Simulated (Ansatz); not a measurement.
# Run report: Zr9O16, geometry relaxation (part 3 of 3)

Continued. System: Zr9O16 (defect cell, 25 atoms in the cell). Method: DFT PBE, scalar-relativistic, plane waves, PAW, no spin polarisation (Ansatz 0.2.0); cutoff 420 eV, 2×2×2 k-mesh, Gaussian smearing of 0.01 eV. The structure derives from a Materials Project entry. It belongs to a series of runs on one base structure; here: Zr interstitial, charge +0, atoms relaxed at the host's cell.

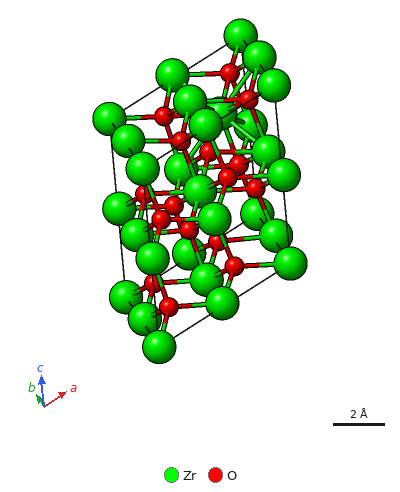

Figure 1. The geometry at step 3 of the log (ball-and-stick view of the cell of the calculation, seen slightly off an axis).

**Trajectory as extended XYZ (Å, eV, eV/Å), 5 frames, from step=1 to step=5**
```
25
Lattice="-5.1158 5.1158 0.0000 -5.1158 0.0000 5.1158 0.0000 5.1158 5.1158" Properties=species:S:1:pos:R:3:forces:R:3 step=1 energy=-46769.12304
Zr  -10.2411    7.6927    7.5782   -3.4752   0.2346   1.7146
Zr   -7.6737    5.1158    7.6737   -0.2933  -4.4326   0.2437
Zr   -7.6737    7.6737    5.1158    0.2237  -0.1601  -4.7319
Zr  -10.2317    5.1158    5.1158    0.9166  -0.9632  -0.8530
Zr   -5.1158    5.1158    5.1158    0.0965   0.0810  -0.6740
Zr   -7.5829    2.5019    5.1556   -2.1198   1.6469   3.6632
Zr   -7.6589    5.1944    2.4810   -0.8177   2.5504   1.6456
Zr   -5.1255    2.5749    2.5446    5.2480   0.4258   0.4916
O    -8.8845    6.3565    6.2958   -0.1109   0.4472   1.3331
O    -6.3948    3.8369    6.3948    0.3369   0.7029  -0.6210
O    -6.3948    6.3948    3.8369    0.3190  -0.8430   0.4157
O    -8.9965    8.9723    8.9912    0.7561  -0.2019  -1.0005
O    -3.8369    3.8369    3.8369   -0.0083   0.9364   0.5460
O    -6.4697    6.5028    8.9869    1.4619  -2.4258   0.1075
O    -6.4650    8.9190    6.3963    0.8242   0.9705  -0.1382
O    -3.8369    6.3948    6.3948    0.3395  -0.9414  -0.8125
O    -6.3589    3.7488    3.8414   -0.1908   1.7244   0.2251
O    -3.8369    1.2790    3.8369   -0.7881  -0.2291  -0.1422
O    -3.8369    3.8369    1.2790   -0.7499   0.5148   0.0347
O    -6.2724    6.4147    6.5084   -1.4821  -0.5873  -0.9556
O    -1.2790    1.2790    1.2790    1.0188  -0.6307  -0.2502
O    -3.8547    3.7617    6.3234    0.0425   0.7625   0.8673
O    -3.8241    6.4681    3.7605   -0.8555  -1.3706   0.9764
O    -1.2790    3.8369    3.8369    0.3331   0.7382   0.0792
Zr   -7.6726    7.6865    7.7254   -1.0254   1.0507  -2.1643
25
Lattice="-5.1158 5.1158 0.0000 -5.1158 0.0000 5.1158 0.0000 5.1158 5.1158" Properties=species:S:1:pos:R:3:forces:R:3 step=2 energy=-46770.87995
Zr  -10.3867    7.7062    7.6913    0.9173  -0.5114  -0.2389
Zr   -7.7016    4.9514    7.6726    0.2257   1.5213  -0.0543
Zr   -7.7066    7.7248    4.9706    0.2004  -0.1730   1.1640
Zr  -10.1257    5.0792    5.0722   -0.7773   0.5469   0.4783
Zr   -5.1282    5.1091    5.1132    0.0313   0.1439   0.1914
Zr   -7.6078    2.5186    5.2321   -0.1099  -0.1604  -0.2386
Zr   -7.6561    5.3115    2.5380    0.3217  -1.4138  -0.2054
Zr   -4.9960    2.5597    2.5316   -0.7480  -0.0964  -0.0331
O    -8.8969    6.4175    6.3754   -0.1747  -0.6783  -0.4959
O    -6.3688    3.8714    6.3514   -0.7978  -0.3908   0.4259
O    -6.3842    6.3340    3.9178   -0.6344   0.9613  -0.6376
O    -8.9154    8.9626    8.9049   -0.4135   0.3425   0.8922
O    -3.8855    3.9142    3.8793    0.7981  -0.9557  -0.4981
O    -6.4547    6.4174    8.9895    0.5884  -0.3829  -0.0601
O    -6.4335    8.9745    6.3884    0.1558  -0.1235  -0.2206
O    -3.8207    6.3132    6.3191    0.3298   0.9119   0.5120
O    -6.3717    3.7962    3.8116    0.1302   0.4527   0.2645
O    -3.8890    1.2777    3.8273    0.4254   0.4592  -0.3760
O    -3.8825    3.8490    1.2555    0.5440  -0.5275   0.2763
O    -6.3574    6.4128    6.4687    0.2557  -0.2284  -0.4473
O    -1.1880    1.2248    1.2410   -0.4067   0.8331   0.7998
O    -3.8781    3.7900    6.4138   -0.0337   0.3819  -0.3251
O    -3.8382    6.3893    3.7813   -0.5880   0.1963   0.3634
O    -1.2448    3.9242    3.8750   -0.2784  -1.0198  -0.6707
Zr   -7.6787    7.6811    7.6835    0.0373  -0.0893  -0.8688
25
Lattice="-5.1158 5.1158 0.0000 -5.1158 0.0000 5.1158 0.0000 5.1158 5.1158" Properties=species:S:1:pos:R:3:forces:R:3 step=3 energy=-46771.45461
Zr  -10.3722    7.6760    7.6682    0.3674  -0.0061   0.0017
Zr   -7.6688    4.9721    7.6689   -0.0035   0.3812  -0.0108
Zr   -7.6702    7.6779    4.9643    0.0085  -0.0124   0.3747
Zr  -10.2250    5.1185    5.1098   -0.0088  -0.0001   0.0010
Zr   -5.1128    5.1185    5.1108    0.0076   0.0006  -0.0035
Zr   -7.6685    2.5597    5.2550    0.0019  -0.0047  -0.3666
Zr   -7.6687    5.2644    2.5509    0.0048  -0.3820   0.0055
Zr   -4.9659    2.5607    2.5524   -0.3680  -0.0055  -0.0116
O    -8.9182    6.3673    6.3408    0.0559   0.0429   0.0537
O    -6.4328    3.8396    6.3762    0.1999   0.2184  -0.2175
O    -6.4334    6.3953    3.8450    0.2042  -0.2050   0.2103
O    -8.9180    8.9856    8.9932    0.0465  -0.0495  -0.0444
O    -3.7902    3.8416    3.8444   -0.2010   0.2047   0.2149
O    -6.4195    6.3666    8.9942   -0.0513   0.0512  -0.0535
O    -6.4197    8.9859    6.3416   -0.0511  -0.0586   0.0539
O    -3.7883    6.3943    6.3745   -0.2159  -0.1971  -0.2084
O    -6.3290    3.8409    3.8165   -0.0610  -0.0423  -0.0518
O    -3.8545    1.3005    3.7982   -0.2162  -0.2125   0.2117
O    -3.8546    3.8203    1.3045   -0.2131   0.2103  -0.2052
O    -6.3290    6.3933    6.4049   -0.0563   0.0561   0.0452
O    -1.2503    1.2985    1.3042    0.2084  -0.1931  -0.1978
O    -3.8934    3.8414    6.4036    0.0618  -0.0475   0.0513
O    -3.8926    6.3938    3.8152    0.0499   0.0538  -0.0457
O    -1.2523    3.8215    3.7997    0.2271   0.1965   0.2026
Zr   -7.6690    7.6759    7.6678    0.0026   0.0007  -0.0104
25
Lattice="-5.1158 5.1158 0.0000 -5.1158 0.0000 5.1158 0.0000 5.1158 5.1158" Properties=species:S:1:pos:R:3:forces:R:3 step=4 energy=-46771.51821
Zr  -10.3553    7.6753    7.6676   -0.0501   0.0084  -0.0042
Zr   -7.6691    4.9901    7.6682    0.0015  -0.0660   0.0030
Zr   -7.6685    7.6762    4.9815   -0.0048   0.0027  -0.0563
Zr  -10.2255    5.1178    5.1097   -0.0063  -0.0001  -0.0018
Zr   -5.1121    5.1184    5.1101    0.0082  -0.0105  -0.0021
Zr   -7.6687    2.5595    5.2381   -0.0037   0.0084   0.0531
Zr   -7.6687    5.2461    2.5514   -0.0060   0.0544   0.0030
Zr   -4.9825    2.5597    2.5518    0.0520   0.0053   0.0110
O    -8.8899    6.3677    6.3354    0.0187  -0.0091  -0.0032
O    -6.4357    3.8625    6.3471   -0.0056   0.0264  -0.0196
O    -6.4358    6.3740    3.8716   -0.0012  -0.0309   0.0258
O    -8.8884    8.9846    9.0019    0.0161   0.0063  -0.0056
O    -3.7862    3.8620    3.8731    0.0016   0.0318   0.0171
O    -6.4488    6.3672    8.9999   -0.0111  -0.0096   0.0062
O    -6.4490    8.9852    6.3341   -0.0151   0.0038   0.0033
O    -3.7872    6.3743    6.3481    0.0087  -0.0314  -0.0290
O    -6.3169    3.8274    3.7925   -0.0067   0.0154   0.0053
O    -3.8865    1.2897    3.8023   -0.0145  -0.0254   0.0084
O    -3.8866    3.8308    1.3029   -0.0136   0.0225  -0.0180
O    -6.3183    6.4089    6.4258   -0.0008  -0.0132  -0.0015
O    -1.2203    1.2902    1.3013    0.0205  -0.0312  -0.0083
O    -3.9045    3.8279    6.4279   -0.0007   0.0165  -0.0097
O    -3.9045    6.4082    3.7937    0.0055  -0.0058  -0.0024
O    -1.2190    3.8305    3.8014    0.0127   0.0261   0.0147
Zr   -7.6688    7.6760    7.6676   -0.0054   0.0053   0.0108
25
Lattice="-5.1158 5.1158 0.0000 -5.1158 0.0000 5.1158 0.0000 5.1158 5.1158" Properties=species:S:1:pos:R:3:forces:R:3 step=5 energy=-46771.52007
Zr  -10.3566    7.6761    7.6677    0.0091  -0.0015   0.0010
Zr   -7.6690    4.9889    7.6679    0.0007   0.0046  -0.0011
Zr   -7.6691    7.6761    4.9807    0.0025  -0.0007   0.0040
Zr  -10.2267    5.1181    5.1100   -0.0007  -0.0015  -0.0001
Zr   -5.1112    5.1183    5.1100    0.0011  -0.0003  -0.0015
Zr   -7.6690    2.5602    5.2393    0.0004  -0.0006  -0.0065
Zr   -7.6690    5.2475    2.5520    0.0019  -0.0069  -0.0008
Zr   -4.9816    2.5602    2.5521   -0.0052  -0.0004  -0.0025
O    -8.8704    6.3620    6.3240   -0.0108  -0.0123  -0.0133
O    -6.4489    3.8688    6.3371    0.0035  -0.0005   0.0022
O    -6.4489    6.3674    3.8826    0.0035   0.0017  -0.0003
O    -8.8703    8.9900    9.0116   -0.0121   0.0136   0.0139
O    -3.7731    3.8688    3.8826   -0.0056  -0.0017  -0.0004
O    -6.4672    6.3620    9.0114    0.0087  -0.0115   0.0140
O    -6.4674    8.9899    6.3240    0.0097   0.0133  -0.0129
O    -3.7730    6.3672    6.3369   -0.0063   0.0021   0.0032
O    -6.3015    3.8247    3.7824    0.0038   0.0052   0.0049
O    -3.9007    1.2896    3.7953    0.0007  -0.0002   0.0052
O    -3.9006    3.8305    1.3086    0.0007   0.0033  -0.0033
O    -6.3017    6.4114    6.4372    0.0044  -0.0037  -0.0028
O    -1.2054    1.2895    1.3086   -0.0022  -0.0005  -0.0050
O    -3.9205    3.8247    6.4373   -0.0046   0.0053  -0.0046
O    -3.9203    6.4114    3.7823   -0.0061  -0.0051   0.0057
O    -1.2055    3.8307    3.7953   -0.0023   0.0029   0.0047
Zr   -7.6691    7.6762    7.6679    0.0052  -0.0045  -0.0039
```

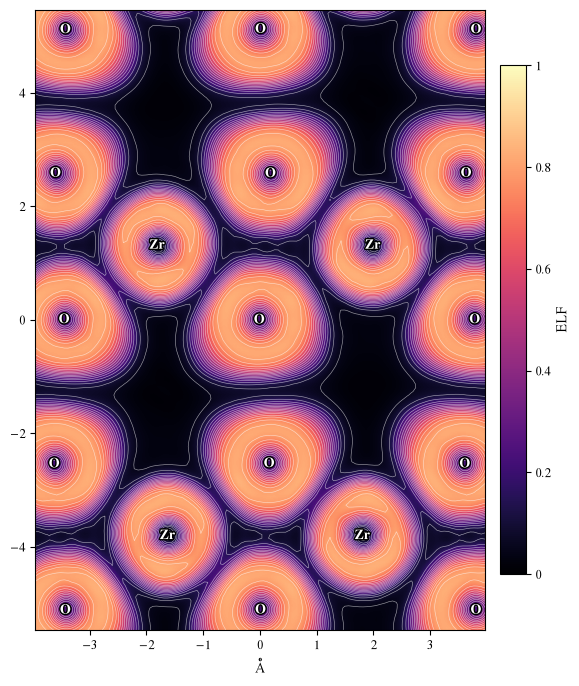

Figure 2. Electron localisation function on the (101̄) plane of the calculation cell. The section cuts through Zr and O sites. Zr–O (2.08 Å): the ELF peaks at about 0.85 in the valence shell of O, 0.6 Å from its nucleus, and drops to about 0.25 between the two atoms. Zr–O (2.10 Å): the ELF peaks at about 0.85 in the valence shell of O, 0.6 Å from its nucleus, and drops to about 0.20 between the two atoms. Zr–O (2.22 Å): the ELF peaks at about 0.85 in the valence shell of O, 0.6 Å from its nucleus, and drops to about 0.15 between the two atoms. The strong features right at Zr lie inside the PAW spheres (semicore, d or f shells) and say nothing about bonding. In a PAW calculation such maps are meaningful between the atoms, not at the nuclei.

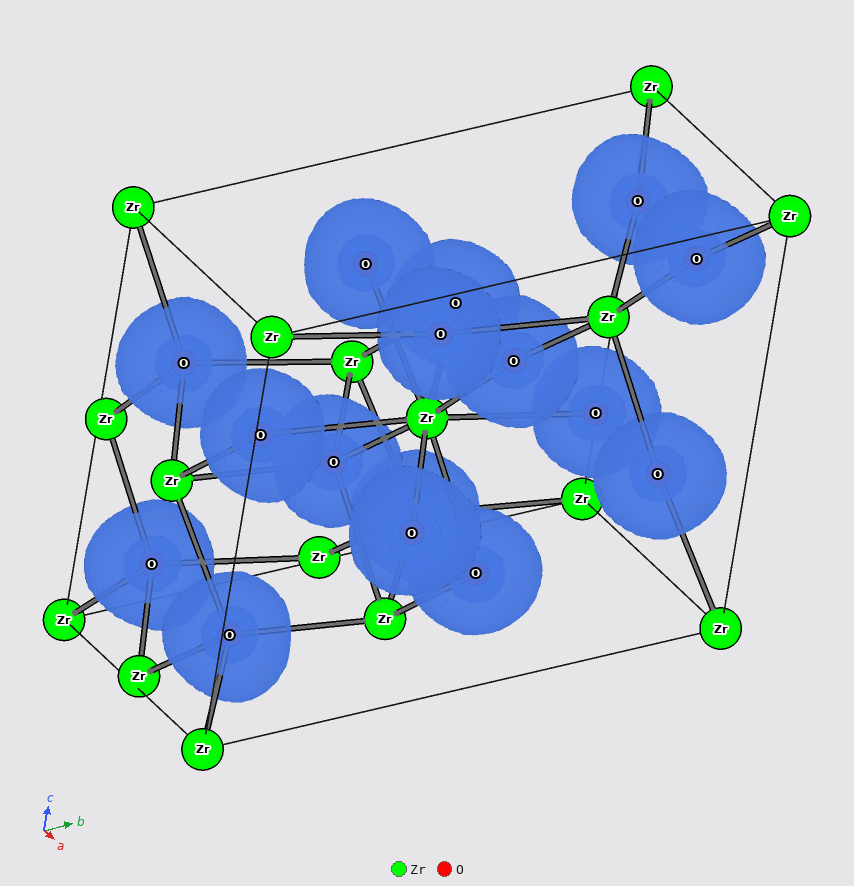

Figure 3. Isosurface of the ELF at 0.7 (blue), seen slightly off an axis. Core shells and regions of very low density are left out. Sticks mark near contacts. The outline is the calculation cell. Profiles from the grid: Zr–O (2.08 Å): the ELF peaks at about 0.85 in the valence shell of O, 0.6 Å from its nucleus, and drops to about 0.25 between the two atoms. Zr–Zr (2.69 Å): the ELF is about 0.35 at the midpoint.

**Results in brief**

```json
{"quantity": "outcome", "value": "converged"}
{"quantity": "electrons treated", "value": "204"}
{"quantity": "free energy", "value": "−46771.5201 eV"}
{"quantity": "Fermi energy", "value": "16.031 eV"}
{"quantity": "gap on the k-point mesh", "value": "1.40 eV"}
{"quantity": "final volume", "value": "267.78 Å³"}
{"quantity": "largest force (length of the vector) at the end", "value": "0.023 eV/Å"}
{"quantity": "wall time", "value": "35 s (CPU time 2.3 min)"}
{"quantity": "peak memory", "value": "1.1 GiB"}
```
